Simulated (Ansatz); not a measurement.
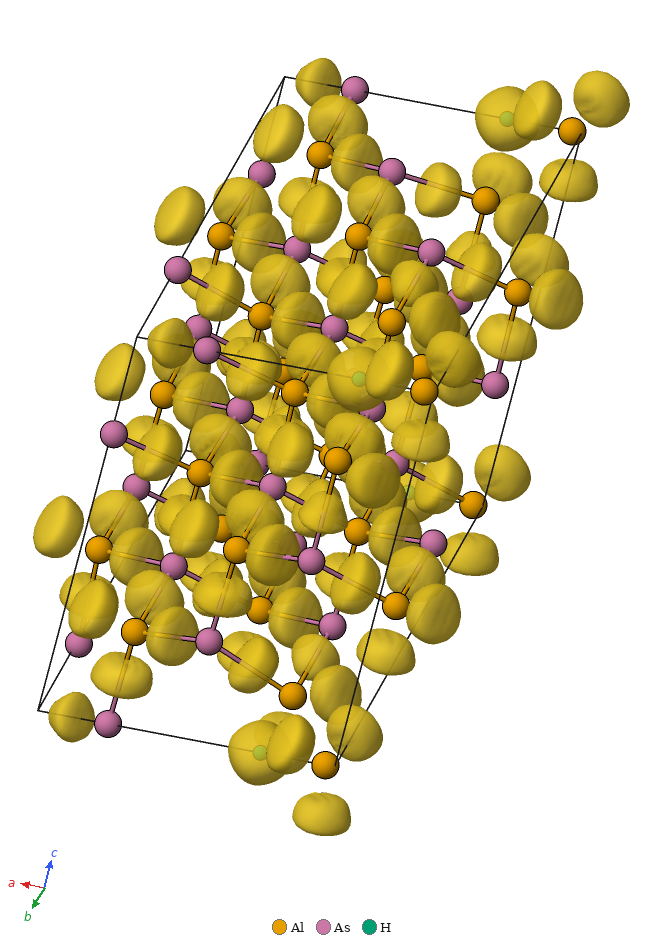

*Al16As16H (cell charge +1, with a compensating background) (cell with a defect). Isosurface of the ELF at 0.75 (yellow), seen at an oblique angle. Core shells and regions of very low density are left out. Sticks mark near contacts.*

These are results of DFT PBE, scalar-relativistic, plane waves, PAW in Ansatz 0.2.0, not measurements.

Core electrons are frozen (PAW), and the valence fields are smoothed inside the atomic spheres.

Q: Where are the electrons localised?

A: The surface consists of 64 regions between bonded Al–As atoms and one region around a hydrogen nucleus, counted in one cell of 33 atoms. Regions shared between cells count once. Profiles from the grid: Al–H (2.17 Å): the ELF climbs to about 1 towards the hydrogen. Al–As (2.47 Å): the ELF peaks at about 0.90 between the atoms.

Q: Does the calculation give a band gap?

A: It is gapless in this calculation (a metal or semimetal).
